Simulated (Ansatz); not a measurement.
```
CELL_PARAMETERS angstrom
3.15974 0.00000 0.00000
-1.57987 2.73642 0.00000
0.00000 0.00000 32.29053
ATOMIC_POSITIONS crystal
S 0.33333 0.66667 0.45120
W 0.66667 0.33333 0.50000
S 0.33333 0.66667 0.54880
```

Method: DFT PBE+D3(BJ), spin-orbit coupling, plane waves, PAW (Ansatz).

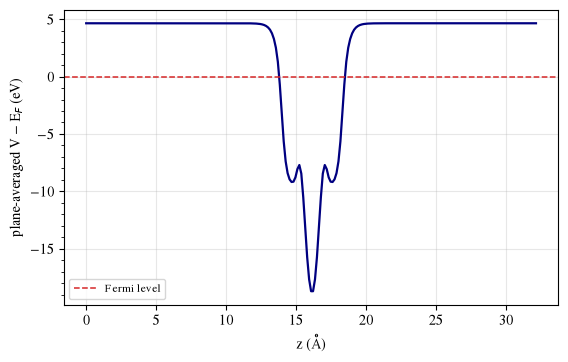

WS$_{2}$ (slab). Plane average of the electrostatic potential energy of an electron across the slab.

In a PAW calculation such maps are meaningful between the atoms, not at the nuclei.

### How far above the Fermi level of the calculation is the vacuum level?

4.6 eV. The slab has a gap, so the Fermi level lies inside it and this isn't a work function in the metallic sense.

### What are the slab's thickness and the vacuum gap?

The outermost nuclei are 3.2 Å apart, in 3 atomic planes; the vacuum between periodic images is 29.1 Å wide.
